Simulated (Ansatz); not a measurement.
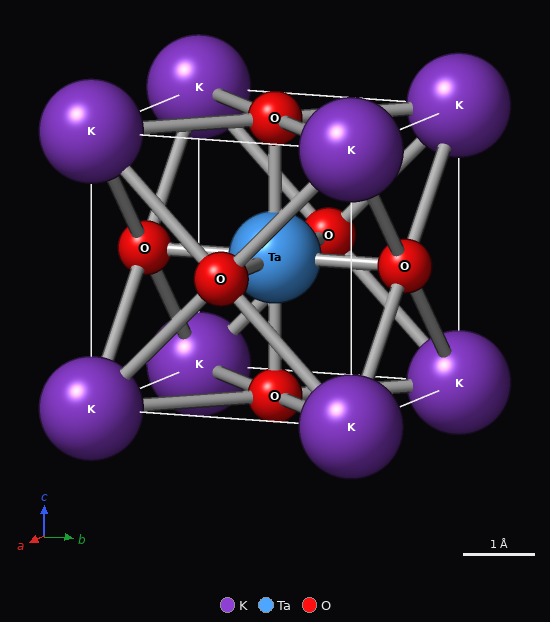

Fig. 1: The input geometry (ball-and-stick view of the cell of the calculation, seen slightly off an axis).

## Run report: KTaO3, single-point calculation

System: KTaO3 (5 atoms in the cell).
Method: DFT, PBE, plane waves, PAW, no spin polarisation (Ansatz 0.2.0).

The structure was built on a prototype by a generator; it need not be a known phase. The geometry comes from this level: r2SCAN. It belongs to a series of runs on one base structure; here: drawn settings.

Input
```yaml
crystal:
  lattice:
    - [3.9901311083, 0.0, 0.0]
    - [0.0, 3.9901311083, 0.0]
    - [0.0, 0.0, 3.9901311083]
  atoms:
    - { symbol: K, position: [0.0, 0.0, 0.0] }
    - { symbol: Ta, position: [0.5, 0.5, 0.5] }
    - { symbol: O, position: [0.5, 0.5, 0.0] }
    - { symbol: O, position: [0.5, 0.0, 0.5] }
    - { symbol: O, position: [0.0, 0.5, 0.5] }
kpoints:
  mp_grid: { grid: [6, 6, 6] }
hamiltonian:
  xc: pbe
scf:
  occupations: { method: fixed }
output:
  optics:
    e_range: [0.5, 20]
    de: 0.1
    sigma: 0.4
    scissors: 0
    scheme: gaussian
    bands: scf
```

Launch command:
```bash
ansatz run input.yaml --threads 4 --pin off --max-ram 5529MiB --backend cpu --events-out ev --progress --plain --runs-dir out
```

The program's output
```
Engine: ansatz 0.2.0, aarch64-unknown-linux-gnu
Pseudopotentials: kind: paw
Pseudopotential: K, paw, valence charge 9, recommended cutoff 420 eV (normal), K.paw.azcp
Pseudopotential: Ta, paw, valence charge 13, recommended cutoff 420 eV (normal), Ta.paw.azcp
Pseudopotential: O, paw, valence charge 6, recommended cutoff 420 eV (normal), O.paw.azcp
Functional definition: PBE
  parameter kappa = 0.804
  parameter beta = 0.06672455060314922
  exchange = pbe_x(kappa = kappa, mu = beta*pi^2/3)
  correlation = pbe_c(beta = beta)
Crystal: 5 atoms, lattice volume = 63.527 Å³
Basis set: ecut = 420 eV, 1237 PW (Γ)
Bands: 25, of which v1, the nominal top of the filled ones, is band 20 counted from 1 (19 counted from 0)
Symmetry: 48 space group operations
Space group: Pm-3m (ITA 221), of the structure as read, at distance tolerance 4.0e-5 Å
k-points: 20 of 216
Non-local potential: K, projectors of the file, l = 0: 3, l = 1: 2, l = 2: 2
Non-local potential: Ta, projectors of the file, l = 0: 3, l = 1: 2, l = 2: 2, l = 3: 1
Non-local potential: O, projectors of the file, l = 0: 2, l = 1: 2, l = 2: 1
PAW form: soft (Blöchl's): semilocal exchange-correlation on the pseudo side does not see the compensation charge
PAW one-centre angular grid: K, 110 points (default); XC on 64 Gauss nodes
PAW one-centre angular grid: Ta, 590 points (default); XC on 64 Gauss nodes
PAW one-centre angular grid: O, 110 points (default); XC on 64 Gauss nodes
Initial density: superposition of atomic densities (neutral atoms: chi_scale 0, normalization atom), corrected by the library's trained network
Initial wavefunctions: pseudopotential atomic-orbital guess
Functional: x = pbe(κ = 0.804, μ = 0.2195149727645171), c = pbe(β = 0.06672455060314922)
SCF iter   1: F=—  HF=-13178.200959 eV  |F-HF|=—  |Δ(HF+E_count)|=         —  Δρ=9.99e-4  dr2=2.10e-4  ethr=1.77e-3  ⟨swp⟩=4.5  Hψ=2113  notcnv=0  defer=49
preconditioner: auto → Resta (q_TF=auto, 2.526 Å⁻¹)  ε∞=4.7  [insulator: Δε(μ)=2.210 eV  Ē_g=13.236 eV  n_scr=18 (ndim 8)  ℏωp=25.5 eV  f_vac=0.016  ε∞_Penn≈4.7]
SCF iter   2: F=—  HF=-13178.201412 eV  |F-HF|=—  |Δ(HF+E_count)|=   4.52e-4  Δρ=5.16e-4  dr2=4.35e-5  ethr=5.26e-7  ⟨swp⟩=2.0  Hψ=1108  notcnv=0  defer=53
SCF iter   3: F=—  HF=-13178.201555 eV  |F-HF|=—  |Δ(HF+E_count)|=   1.43e-4  Δρ=2.55e-4  dr2=1.01e-5  ethr=1.09e-7  ⟨swp⟩=2.0  Hψ=678  notcnv=0  defer=43
SCF iter   4: F=—  HF=-13178.201606 eV  |F-HF|=—  |Δ(HF+E_count)|=   5.14e-5  Δρ=2.44e-5  dr2=2.68e-7  ethr=2.53e-8  ⟨swp⟩=2.0  Hψ=835  notcnv=0  defer=27
SCF iter   5: F=—  HF=-13178.201606 eV  |F-HF|=—  |Δ(HF+E_count)|=   1.81e-7  Δρ=6.80e-6  dr2=3.64e-8  ethr=6.70e-10  ⟨swp⟩=2.1  Hψ=729  notcnv=0  defer=20
SCF iter   6: F=—  HF=-13178.201606 eV  |F-HF|=—  |Δ(HF+E_count)|=   3.67e-9  Δρ=1.45e-6  dr2=1.28e-9  ethr=9.11e-11  ⟨swp⟩=2.2  Hψ=716  notcnv=0  defer=20
SCF iter   7: F=—  HF=-13178.201606 eV  |F-HF|=—  |Δ(HF+E_count)|=  2.69e-10  Δρ=2.08e-7  dr2=2.10e-11  ethr=3.20e-12  ⟨swp⟩=2.0  Hψ=756  notcnv=0  defer=20
SCF iter   8: F=-13178.201606 eV  HF=-13178.201606 eV  |F-HF|=5.46e-12  |Δ(HF+E_count)|=  2.36e-11  Δρ=3.35e-8  dr2=5.23e-13  ethr=1.00e-12  ⟨swp⟩=8.1  Hψ=1737  notcnv=0
SCF 1 converged in 8 iterations: F = -13178.201606 eV  dr2 = 5.23e-13
  greatest PAW one-centre occupation: 0.999 electrons in one spin orbital (limit 2), on the Ta atom at site 1 (counted from 0), in its partial waves of l = 0
```

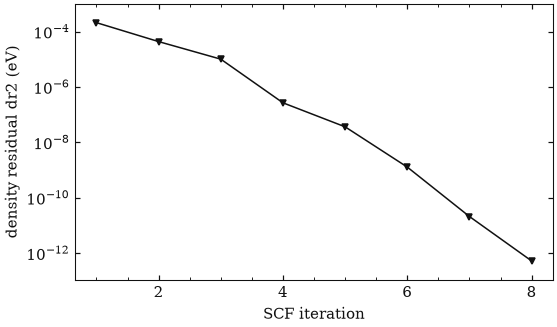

Fig. 2: Convergence of the self-consistent field: density residual dr2 against the SCF iteration. The residual falls at every step.

```
Optics k sum: 0 of 20 k-points
Optics k sum: 1 of 20 k-points
Optics k sum: 2 of 20 k-points
Optics k sum: 3 of 20 k-points
Optics k sum: 4 of 20 k-points
Optics k sum: 5 of 20 k-points
Optics k sum: 6 of 20 k-points
Optics k sum: 7 of 20 k-points
Optics k sum: 8 of 20 k-points
Optics k sum: 9 of 20 k-points
Optics k sum: 10 of 20 k-points
Optics k sum: 11 of 20 k-points
Optics k sum: 12 of 20 k-points
Optics k sum: 13 of 20 k-points
Optics k sum: 14 of 20 k-points
Optics k sum: 15 of 20 k-points
Optics k sum: 16 of 20 k-points
Optics k sum: 17 of 20 k-points
Optics k sum: 18 of 20 k-points
Optics k sum: 19 of 20 k-points
Optics k sum: 20 of 20 k-points
Optics k sum: 0 of 20 k-points
Optics k sum: 1 of 20 k-points
Optics k sum: 2 of 20 k-points
Optics k sum: 3 of 20 k-points
Optics k sum: 4 of 20 k-points
Optics k sum: 5 of 20 k-points
Optics k sum: 6 of 20 k-points
Optics k sum: 7 of 20 k-points
Optics k sum: 8 of 20 k-points
Optics k sum: 9 of 20 k-points
Optics k sum: 10 of 20 k-points
Optics k sum: 11 of 20 k-points
Optics k sum: 12 of 20 k-points
Optics k sum: 13 of 20 k-points
Optics k sum: 14 of 20 k-points
Optics k sum: 15 of 20 k-points
Optics k sum: 16 of 20 k-points
Optics k sum: 17 of 20 k-points
Optics k sum: 18 of 20 k-points
Optics k sum: 19 of 20 k-points
Optics k sum: 20 of 20 k-points
SCF converged after 8 iterations
Free energy (F): -13178.201606 eV
Harris-Foulkes:  -13178.201606 eV  (|F-HF|=5.46e-12)
Internal energy: -13178.201606 eV  (E = F + TS)
E sigma→0 (E₀):  -13178.201606 eV
Fermi energy:    8.770368 eV
--- Per-component energies (eV) ---
  E_band       = -252.640282
  E_kinetic    = 1146.516103
  E_local      = -2224.572127  (includes V_loc(G=0)·N_el)
  E_nonlocal   = 170.549605
  E_hartree    = 778.588085
  E_xc         = -576.174175
  E_vxc        = -652.961341  (∫ρ·V_xc dr)
  E_paw        = -9653.073888  (= ΣΔE_a)
  E_vpaw       = -249.356135  (= ΣTr[D̂ρ^β])
  E_aug_tail   = 0.007434  (compensation charges beyond the density's cutoff)
  E_ewald      = -2820.042644
  E_smearing   = -0.000000  (= −TS)
  E_closure    = -0.000000  (closes the sum)
  Σ components = -13178.201606   (vs F -13178.201606, Δ=0.00e0)
--- Band table (eV; the first three rows and the last of 20) ---
  k-point 0: bands = ["-58.7273", "-25.2474", "-25.2474", "-25.2474", "-18.5373", "-8.7512", "-8.0601", "-8.0601", "-2.0860", "-2.0860", "-2.0860", "6.3656", "6.3656", "6.3656", "7.7216", "7.7216", "7.7216", "8.1588", "8.1588", "8.1588", "10.9893", "10.9893", "10.9893", "15.3955", "15.5722"]
  k-point 1: bands = ["-58.7272", "-25.2700", "-25.2465", "-25.2465", "-18.5304", "-8.6830", "-8.0544", "-7.9049", "-2.0765", "-2.0765", "-2.0505", "5.6948", "6.3342", "6.3342", "7.3281", "7.3281", "7.4903", "7.6009", "8.0471", "8.0471", "11.0273", "11.7771", "11.7771", "15.5854", "15.8143"]
  k-point 2: bands = ["-58.7270", "-25.3146", "-25.2447", "-25.2447", "-18.5167", "-8.6451", "-8.0429", "-7.4394", "-2.0574", "-2.0574", "-1.9785", "4.1375", "6.2705", "6.2705", "6.7137", "6.7137", "6.8586", "7.3761", "7.9652", "7.9652", "11.1059", "13.1381", "13.1381", "15.6042", "16.6966"]
  k-point 19: bands = ["-58.7262", "-25.3277", "-25.3277", "-25.3277", "-18.4803", "-7.1216", "-7.1216", "-7.1216", "-2.3426", "-2.3426", "-2.3426", "3.2780", "3.4127", "3.4127", "4.8851", "4.8851", "4.8851", "8.7704", "8.7704", "8.7704", "15.2691", "15.2691", "15.2691", "17.6793", "17.6793"]
```

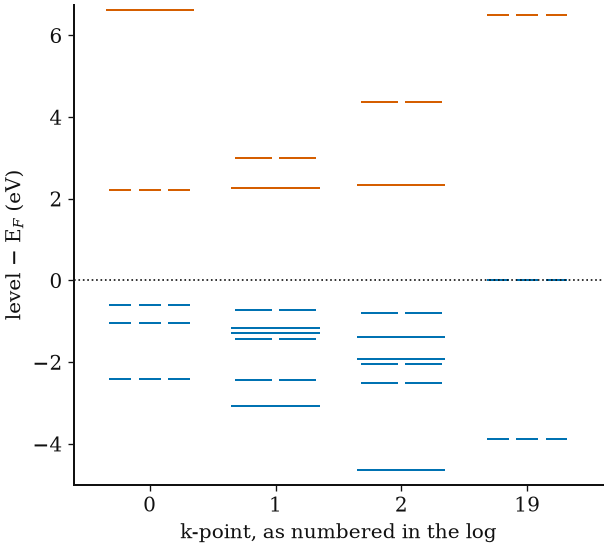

Fig. 3: Kohn–Sham levels near the Fermi level (dotted) at the few k-points that the log prints; levels within 0.02 eV of each other stand side by side. Among these points the highest filled and lowest empty levels are 2.22 eV apart, which is the gap on the mesh.

Results in brief

| quantity | value |
| --- | --- |
| outcome | converged |
| space group (tolerance 0.01 Å) | Pm-3m (221) |
| electrons treated | 40 |
| free energy | −13178.2016 eV |
| Fermi energy | 8.770 eV |
| gap on the k-point mesh | 2.22 eV |
| hardware | 4 threads of Arm Neoverse V1, 24 GiB of memory available, shared host |
| wall time | 3.6 s (CPU time 14 s) |
| peak memory | 0.47 GiB |

Remarks

Settings chosen away from the usual ones: drawn settings. Spin–orbit coupling is left out, which matters for Ta.
